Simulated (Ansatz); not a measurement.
HfB

Input

```
crystal:
  lattice:
    - [0.0, 2.31, 2.31]
    - [2.31, 0.0, 2.31]
    - [2.31, 2.31, 0.0]
  atoms:
    - { symbol: Hf, position: [0.5, 0.5, 0.5] }
    - { symbol: B, position: [0.0, 0.0, 0.0] }
hamiltonian:
  xc:
    exchange: hjs_pbesol
    correlation: pbesol
    exx: { coeff: 0.25, omega: 0.207 }
  pseudopotentials: { kind: paw }
kpoints:
  mp_grid: { grid: [5, 5, 5] }
  band_path:
    path:
      - [[0.0, 0.0, 0.0], [0.5, 0.0, 0.5], [0.5, 0.25, 0.75], [0.375, 0.375, 0.75], [0.0, 0.0, 0.0], [0.5, 0.5, 0.5], [0.625, 0.25, 0.625], [0.5, 0.25, 0.75], [0.5, 0.5, 0.5], [0.375, 0.375, 0.75]]
      - [[0.625, 0.25, 0.625], [0.5, 0.0, 0.5]]
    npoints: 4
scf:
  occupations: { method: fermi_dirac, width: 0.05 }
  n_extra_bands: 6
output:
  forces: true
  stress: true
  eigenvalues: true
  fatbands: false
  write_density: true
  write_potential: true
  elf: true
  volumetric_format: npy
```

Below, planes, directions and counts refer to the conventional cell (a = 4.62 Å, b = 4.62 Å, c = 4.62 Å, α = 90.00°, β = 90.00°, γ = 90.00°).

Space group Fm-3m; computed pressure about 26 GPa in this cell.

Method: Kohn-Sham DFT of a periodic cell, HSEsol, Ansatz PAW (Ansatz 0.2.0).

Q: What can the converged valence pseudo-density and electron localisation function tell about the bonding?

A: Hf–B (2.31 Å): the density is about 0.5 e/Å³ at the midpoint; the ELF peaks at about 0.70 in the valence shell of B, 0.8 Å from its nucleus, and is about 0.25 at the midpoint.

Q: Metal or insulator at this level of theory?

A: It is metallic or semimetallic at this level of theory: no gap opens.

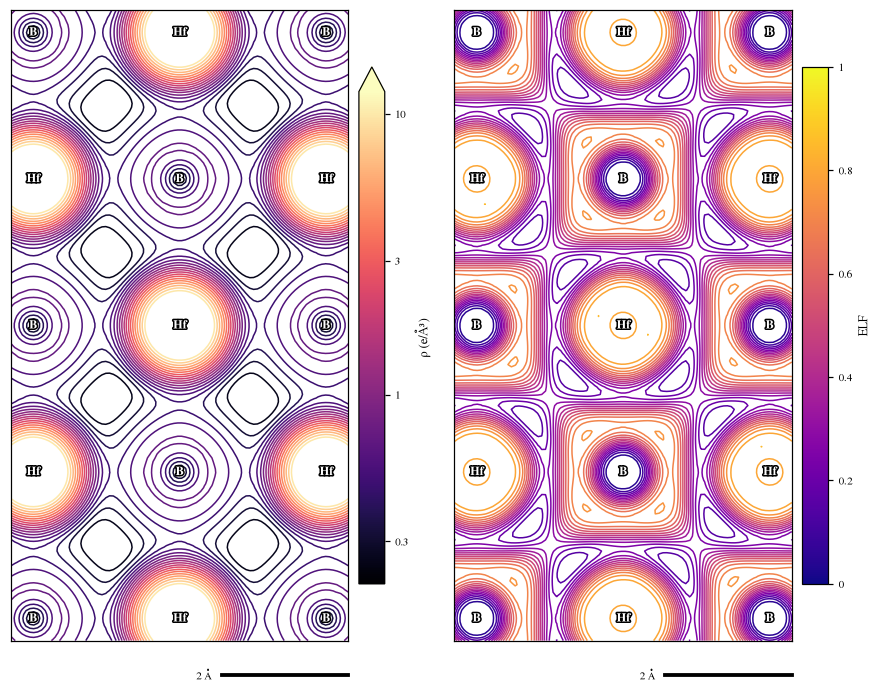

Computed valence pseudo-density and electron localisation function on the (001) plane of the conventional cell, in this order. 

Core electrons are frozen (PAW), and the valence fields are smoothed inside the atomic spheres.
